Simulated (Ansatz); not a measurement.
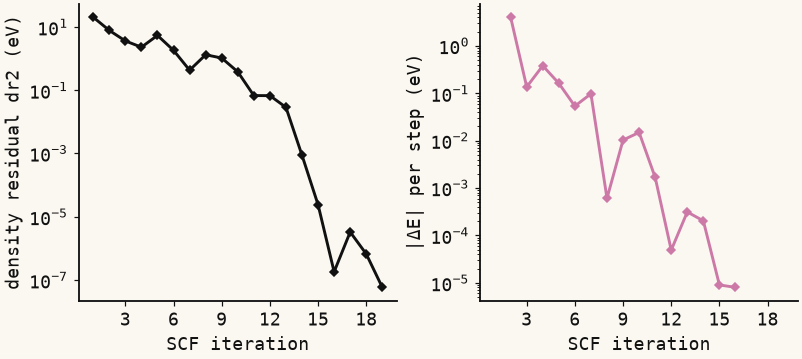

The plot shows the SCF iterations of a calculation: density residual dr2, step-to-step change of the Harris–Foulkes energy. Energy differences below 3 × 10⁻⁶ eV aren't drawn. The starting density is a sum of atomic densities corrected by a trained network.

O$_{9}$Ca$_{8}$ (defect cell, 17 atoms in the cell, total charge −2), run with Ansatz.

```
crystal:
  lattice:
    - [9.535200, 0.000000, 0.000000]
    - [0.000000, 4.767600, 0.000000]
    - [0.000000, 0.000000, 4.767600]
  atoms:
    - { symbol: O, position: [0.250532, 0.005152, 0.987867] }
    - { symbol: O, position: [0.746957, 0.014792, 0.006284] }
    - { symbol: O, position: [0.002288, 0.499587, 0.008968] }
    - { symbol: O, position: [0.445664, 0.388863, 0.005304] }
    - { symbol: O, position: [0.998583, 0.006712, 0.502594] }
    - { symbol: O, position: [0.496442, 0.994707, 0.499379] }
    - { symbol: O, position: [0.254197, 0.500649, 0.503799] }
    - { symbol: O, position: [0.753132, 0.507417, 0.499903] }
    - { symbol: O, position: [0.555225, 0.598715, 0.001751] }
    - { symbol: Ca, position: [0.000660, 0.015773, 0.994191] }
    - { symbol: Ca, position: [0.499417, 0.009700, 0.007820] }
    - { symbol: Ca, position: [0.251309, 0.515237, 0.000057] }
    - { symbol: Ca, position: [0.748955, 0.514699, 0.005341] }
    - { symbol: Ca, position: [0.244585, 0.997464, 0.490067] }
    - { symbol: Ca, position: [0.753697, 0.010536, 0.490287] }
    - { symbol: Ca, position: [0.002327, 0.492648, 0.495280] }
    - { symbol: Ca, position: [0.499070, 0.492058, 0.505553] }
kpoints:
  mp_grid: { grid: [1, 1, 1], shift: [0.5, 0.5, 0.5] }
hamiltonian:
  xc: pbesol
  dispersion: d3bj
total_charge: -2
scf:
  occupations: { method: fermi_dirac, width: 0.01 }
  max_iter: 90
output:
  forces: true
  eigenvalues: true
  stress: true
```

Run as:
```bash
ansatz run in.yaml --threads 7 --pin off --max-ram 13300MiB --runs-dir r --events-out ev --progress --plain
```

**Did the calculation converge?**

It converged, after 19 iterations. The residual falls unevenly and jumps up by a factor of two or more 3 times on the way down, most sharply at step 17 (by a factor of about 20).
